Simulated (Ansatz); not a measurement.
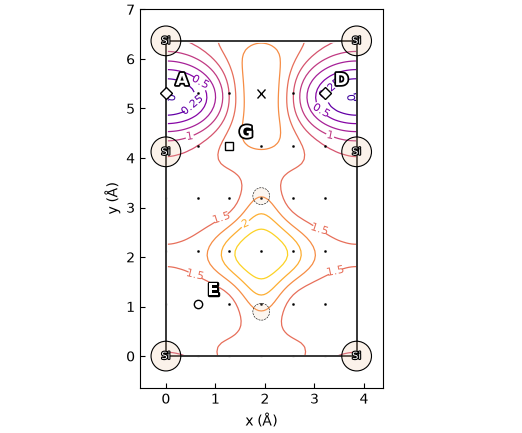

S on a Si(100) slab cut from the P6_3/mmc phase, its upper half relaxed before the scan (16 atoms of substrate and one adsorbate in a 2 × 1 cell). 
- S is moved over the surface cell; relaxed at each place: the height of the adsorbate's atoms; substrate rigid; the origin of the map has the adsorbate above Si13.
- Places are given modulo a cell vector. The map is drawn in real space over the plane of the surface.
- The grid has 6 × 6 points; 23 points were computed and 12 follow by symmetry. At 1 point there is no value.
- Places are given in fractions of the 1 × 1 surface cell.
- Energies are in eV, from the lowest grid point.
- Computed with DFT PBE, scalar-relativistic, plane waves, PAW in Ansatz. Settings: cutoff 420 eV, k-mesh 4×4×1, gaussian smearing 0.05 eV, spin-polarised.

The picture shows contour lines labelled in eV, crosses at grid points without a value, dots at the grid points, labelled circles for the atoms of the top layer and small ones for the second layer, the outline of one cell of the plane, lettered points. Between grid points the surface is interpolated.

> What kind of point is each of A, E: minimum, saddle, maximum or slope?

A: minimum; E: saddle point. (In these two coordinates alone; a stationary point may lie a little off the grid point.)

> Rank the lettered points by energy, lowest first.

A (0.00 eV), D (0.30 eV), E (1.36 eV), G (1.60 eV).

PAW datasets: the set soft_1.
